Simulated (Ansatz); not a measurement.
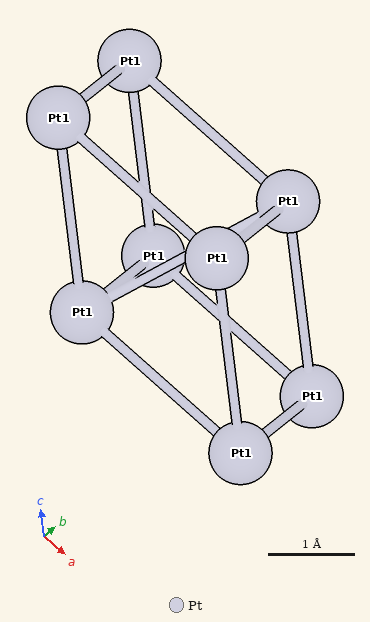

Fig. 1: The input geometry (ball-and-stick view of the cell of the calculation, seen slightly off an axis; atoms are numbered from 1 in the order of the input). Near neighbours in the crystal (not all of them lie inside the picture): Pt has 8 Pt at 2.74 Å.

## Band-structure calculation, with input and output: Pt

The run: band-structure calculation of Pt (Im-3m, 1 atom in the cell). Method and program: DFT PBE, spin-orbit coupling, plane waves, PAW (Ansatz 0.2.0).

The structure was built on a prototype by a generator; it need not be a known phase. Figures and captions count atoms from 1; the log counts them from 0 in places.

**Output**
```
scf.n_extra_bands = 20 over 18 filled bands (N_el = 18.0): the run solves 38 bands
Engine: ansatz 0.2.0, x86_64-unknown-linux-gnu
Pseudopotentials: kind: paw_fr
Pseudopotential: Pt, paw_fr, valence charge 18, recommended cutoff 420 eV (normal), Pt.paw.azcp#standard-fr
Functional definition: PBE
  parameter kappa = 0.804
  parameter beta = 0.06672455060314922
  exchange = pbe_x(kappa = kappa, mu = beta*pi^2/3)
  correlation = pbe_c(beta = beta)
non-collinear run that drives no moment, with spin-orbit: no starting moment large enough to seed its density (crystal.atoms[].spin), no starting occupations that ask for one, no magnetisation constraint and no magnetic field, so the semilocal B_xc is pinned to zero
Crystal: 1 atoms, lattice volume = 15.843 Å³
Basis set: ecut = 600 eV, 531 PW (Γ), exchange–correlation on 50×50×50 points (8 copies of the dense FFT grid, shifted against one another)
Bands: 38, of which v1, the nominal top of the filled ones, is band 18 counted from 1 (17 counted from 0)
Symmetry: 48 space group operations + 48 with time reversal
Magnetic group: BNS 229.141 (UNI 1643), of the structure as read, at distance tolerance 2.5e-5 Å
k-points: 195 of 5832
Projection manifold: j_resolved (fully-relativistic pseudo-atomic orbitals)
Non-local potential: Pt, projectors of the file, l = 0: 3, l = 1: 4, l = 2: 4, l = 3: 2
PAW form: soft (Blöchl's): semilocal exchange-correlation on the pseudo side does not see the compensation charge
PAW one-centre angular grid: Pt, 590 points (default); XC on 64 Gauss nodes
Initial density: read from a saved state, or passed on in memory by an earlier SCF of this step, an earlier step, the calling program or the single point that the run made first
Stability of the state it starts from, as read at its close in the noncollinear treatment: not read negative (Ritz values of 1 − χ₀K, real part plus size of imaginary part, from 0.97 to 2.2, by its mixing steps under the symmetry group of the SCF that read it)
Initial wavefunctions: pseudopotential atomic-orbital guess
Functional: x = pbe(κ = 0.804, μ = 0.2195149727645171), c = pbe(β = 0.06672455060314922)
iter 1 solved again at ethr=3.46e-9 eV; its pass at ethr=3.10e-3 eV (dr2=6.22e-7 eV) is discarded
SCF iter   1: F=—  HF=-12557.545362 eV  |F-HF|=—  |Δ(HF+E_count)|=         —  Δρ=7.67e-6  dr2=3.52e-9  dr2_m=0.00e0 (ungated)  ethr=3.46e-9  |M|=0.00e0 ∫|m|=0.00e0 μB  |m|>n=0.0e0 m-floor=0.0e0 τ_xc=0.0e0  β_m=0.30  ⟨swp⟩=3.7  Hψ=27948  notcnv=0
preconditioner: auto → none  [metal: Δε(μ)=0.028 eV  Ē_g=24.123 eV  σ=0.050 eV  W_gap=0.30  n_scr=0 (ndim 8)  ℏωp=29.5 eV  f_vac=0.000  D(μ)=1.00/eV (n_scr^D=12)]
SCF iter   2: F=-12557.545362 eV  HF=-12557.545362 eV  |F-HF|=1.13e-10  |Δ(HF+E_count)|=   1.66e-7  Δρ=4.98e-6  dr2=1.15e-9  dr2_m=0.00e0 (ungated)  ethr=1.96e-11  |M|=0.00e0 ∫|m|=0.00e0 μB  |m|>n=0.0e0 m-floor=0.0e0 τ_xc=0.0e0  ⟨swp⟩=5.3  Hψ=11418  notcnv=0
SCF 1 converged in 2 iterations: F = -12557.545362 eV  dr2 = 1.15e-9
  greatest PAW one-centre occupation: 1.000 electrons in one spin orbital (limit 2), on the Pt atom at site 0 (counted from 0), in its partial waves of l = 0
NSCF: frozen V_eff on 62 k-points
NSCF: frozen V_eff on 560 k-points
SCF converged after 2 iterations
Magnetization: |M| = 0.0000 μB,  M = (+0.0000, +0.0000, +0.0000) μB
Absolute magnetization: 0.0000 μB (∫|m|)
  site 0: m = (+0.0000, +0.0000, +0.0000) μB, |m| = 0.0000 μB  (R = 1.13 Å)
Free energy (F): -12557.545362 eV
Harris-Foulkes:  -12557.545362 eV  (|F-HF|=1.13e-10)
Internal energy: -12557.544110 eV  (E = F + TS)
E sigma→0 (E₀):  -12557.544736 eV
Entropy (-TS):   -0.001252 eV (-1.252 meV/atom)
Fermi energy:    21.816521 eV
--- Per-component energies (eV) ---
  E_band       = -155.772548
  E_kinetic    = 636.862525
  E_local      = -1521.008031  (includes V_loc(G=0)·N_el)
  E_nonlocal   = 188.174903
  E_hartree    = 563.151060
  E_xc         = -261.619893
  E_vxc        = -302.664569  (∫ρ·V_xc dr)
  E_paw        = -9480.305759  (= ΣΔE_a)
  E_vpaw       = -283.440241  (= ΣTr[D̂ρ^β])
  E_aug_tail   = 0.000041  (compensation charges beyond the density's cutoff)
  E_ewald      = -2682.798956
  E_smearing   = -0.001252  (= −TS)
  E_closure    = 0.000000  (closes the sum)
  Σ components = -12557.545362   (vs F -12557.545362, Δ=0.00e0)
--- Forces (eV/Å), atoms counted from 1 ---
  atom   1  Pt     0.00000000    -0.00000000    -0.00000000
  max |Σ_I F_I| component: 6.05e-30 eV/Å
--- Stress (GPa, compression-positive) ---
       -0.001337      -0.000000       0.000000
       -0.000000      -0.001337       0.000000
       -0.000000       0.000000      -0.001337
  P = ⅓ Tr σ = -0.0013 GPa (-0.013 kbar)
--- Band table (eV; the first three rows and the last of 195) ---
  k-point 0: bands = ["-76.1649", "-76.1649", "-41.3949", "-41.3949", "-26.2950", "-26.2950", "-26.2950", "-26.2950", "12.2606", "12.2606", "17.8271", "17.8271", "17.8271", "17.8271", "18.7905", "18.7905", "20.9040", "20.9040", "20.9040", "20.9040", "38.7910", "38.7910", "38.8004", "38.8004", "38.8004", "38.8004", "46.1466", "46.1466", "48.6566", "48.6566", "48.6566", "48.6566", "50.2487", "50.2487", "50.2487", "50.2487", "55.8320", "55.8320"]
  k-point 1: bands = ["-76.1640", "-76.1640", "-41.3977", "-41.3977", "-26.3072", "-26.3072", "-26.2975", "-26.2975", "12.3860", "12.3860", "17.8113", "17.8113", "17.8674", "17.8674", "18.8134", "18.8134", "20.8387", "20.8387", "20.9116", "20.9116", "38.8540", "38.8540", "38.8996", "38.8996", "38.9805", "38.9805", "45.2703", "45.2703", "47.5703", "47.5703", "48.7717", "48.7717", "50.0952", "50.0952", "51.4901", "51.4901", "55.6848", "55.6848"]
  k-point 2: bands = ["-76.1615", "-76.1615", "-41.4057", "-41.4057", "-26.3422", "-26.3422", "-26.3047", "-26.3047", "12.7517", "12.7517", "17.7528", "17.7528", "17.9409", "17.9409", "18.9394", "18.9394", "20.6783", "20.6783", "20.9372", "20.9372", "38.9164", "38.9164", "39.0508", "39.0508", "39.5148", "39.5148", "43.8670", "43.8670", "45.9558", "45.9558", "47.9544", "47.9544", "50.2795", "50.2795", "53.5578", "53.5578", "55.2356", "55.2356"]
  k-point 194: bands = ["-76.1118", "-76.1118", "-41.5517", "-41.5517", "-26.6853", "-26.6853", "-26.6853", "-26.6853", "15.6101", "15.6101", "15.6101", "15.6101", "21.9523", "21.9523", "21.9523", "21.9523", "22.9818", "22.9818", "27.5572", "27.5572", "30.1583", "30.1583", "30.1583", "30.1583", "34.5091", "34.5091", "40.6884", "40.6884", "40.6884", "40.6884", "47.1545", "47.1545", "56.7253", "56.7253", "58.4184", "58.4184", "58.4184", "58.4184"]
--- Löwdin populations: 1 site ---
  site symbol       q [e]
     0     Pt     17.8442
  spilling = 0.008658 (of n_electrons = 18.000000)
--- Bader charges: 1 site ---
  site symbol  charge [e]  shift [e]  m_x [muB]  m_y [muB]  m_z [muB]
     0     Pt      0.0000     0.0000     0.0000     0.0000     0.0000
  estimated error of the sums over rays = 6.1e-7 e
```

**File bader_charges.tsv**
```
# site	symbol	x_ang	y_ang	z_ang	partial_charge_e	electrons	volume_ang3	relative_density_drop	shared_charge_e	partial_wave_shift_e	spin_moment_x_mub	spin_moment_y_mub	spin_moment_z_mub
# quadrature_error_electrons = 6.1e-7
0	Pt	0.0000	0.0000	0.0000	0.00000	78.00000	15.84	-	0.00000	0.00000	0.00000	0.00000	0.00000
```

**File populations.tsv**
```
# site	symbol	l	j	q
# orbitals = lowdin
# n_electrons = 18.000000
# spilling = 0.008658
0	Pt	0_5S	0.5	1.985755
0	Pt	0_6S	0.5	0.956957
0	Pt	1_5P	0.5	1.999399
0	Pt	1_5P	1.5	3.997667
0	Pt	2_5D	1.5	3.744500
0	Pt	2_5D	2.5	5.159887
```

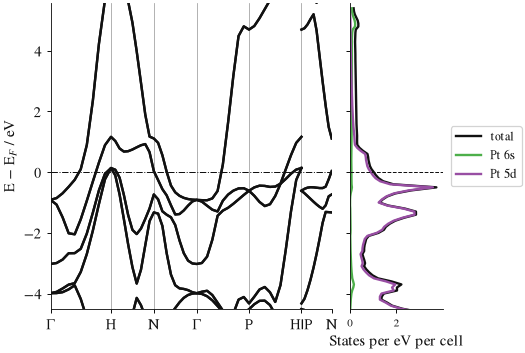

Fig. 2: Band structure along Γ–H–N–Γ–P–H|P–N and density of states (projected on Löwdin-orthogonalised atomic shells), with energies from the Fermi level. Bands cross the Fermi level: a metal at this level of theory.

This output came from the following input.

**Input**
```yaml
crystal:
  lattice:
    - [-1.5821898919, 1.5821898919, 1.5821898919]
    - [1.5821898919, -1.5821898919, 1.5821898919]
    - [1.5821898919, 1.5821898919, -1.5821898919]
  atoms:
    - { symbol: Pt, position: [0.0, 0.0, 0.0] }
basis:
  ecutwfc: 600
  ecutrho_ratio: 5
kpoints:
  mp_grid: { grid: [18, 18, 18] }
  band_path:
    path:
      - [[0.0, 0.0, 0.0], [0.5, -0.5, 0.5], [0.0, 0.0, 0.5], [0.0, 0.0, 0.0], [0.25, 0.25, 0.25], [0.5, -0.5, 0.5]]
      - [[0.25, 0.25, 0.25], [0.0, 0.0, 0.5]]
    npoints: 10
hamiltonian:
  xc: pbe
scf:
  occupations: { method: gaussian, width: 0.05 }
  n_extra_bands: 20
output:
  forces: true
  stress: true
  eigenvalues: true
  populations: true
  dos: { projected: true, de: 0.02, nscf_kmesh: { grid: [27, 27, 27] } }
  bader: true
magnetization:
  noncollinear: true
  spin_orbit: true
checkpoint:
  read: start.run
  write: ck
  compress: false
  write_wavefunctions: false
  write_every: 100000
```

**Results in brief**

| quantity | value |
| --- | --- |
| outcome | converged |
| space group (tolerance 0.01 Å) | Im-3m (229) |
| electrons treated | 18 |
| free energy | −12557.5454 eV |
| Fermi energy | 21.817 eV |
| gap on the k-point mesh | none (metallic) |
| net moment of the cell | 0.00 μB |
| integrated absolute moment | 0.00 μB |
| pressure | 0.00 GPa |
| largest force (length of the vector) | under 0.001 eV/Å |
| hardware | 4 threads of an x86-64 CPU, shared host |
| wall time | 23 s (CPU time 89 s) |
| peak memory | 0.97 GiB |
